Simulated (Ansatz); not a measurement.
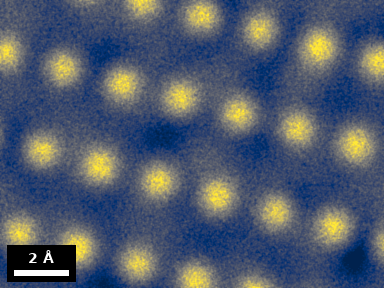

An image along [110] of one of the structures below (computed or model cells, partly hypothetical, each in its standard cell). The image is simulated as a sum over atoms of Z^1.6, blurred by a 1.05 Å probe (no channelling). The display is stretched by a gamma of 0.8; percentages refer to the linear signal. Shot noise and the speckle of an amorphous layer were added.

A. Lu
Space group Pm-3m (No. 221). a = 3.127 Å, b = 3.127 Å, c = 3.127 Å, α = 90.00°, β = 90.00°, γ = 90.00°
```csv
atom,site,symmetry,x,y,z
Lu,1a,m-3m,0.0000,0.0000,0.0000
```

B. Co
Space group Pm-3m (No. 221). a = 2.317 Å, b = 2.317 Å, c = 2.317 Å, α = 90.00°, β = 90.00°, γ = 90.00°
| atom | site | symmetry | x | y | z |
| --- | --- | --- | --- | --- | --- |
| Co | 1a | m-3m | 0.0000 | 0.0000 | 0.0000 |

C. Lu
Space group Fm-3m (No. 225). a = 4.777 Å, b = 4.777 Å, c = 4.777 Å, α = 90.00°, β = 90.00°, γ = 90.00°
```tsv
atom	site	symmetry	x	y	z
Lu	4a	m-3m	0.0000	0.0000	0.0000
```

D. Lu
Space group Im-3m (No. 229). a = 3.947 Å, b = 3.947 Å, c = 3.947 Å, α = 90.00°, β = 90.00°, γ = 90.00°
```tsv
atom	site	symmetry	x	y	z
Lu	2a	m-3m	0.0000	0.0000	0.0000
```

Which of them gives this image?

Answer. A, Lu. Along [110] the projected cells are A 2.21 × 3.13 Å, 90°; B 1.64 × 2.32 Å, 90°; C 2.93 × 2.93 Å, 109°; D 1.97 × 2.79 Å, 90°. The image repeats as A does.

Structure A: a calculation's starting geometry; the starting structure was generated, so it need not be a known form of this composition.
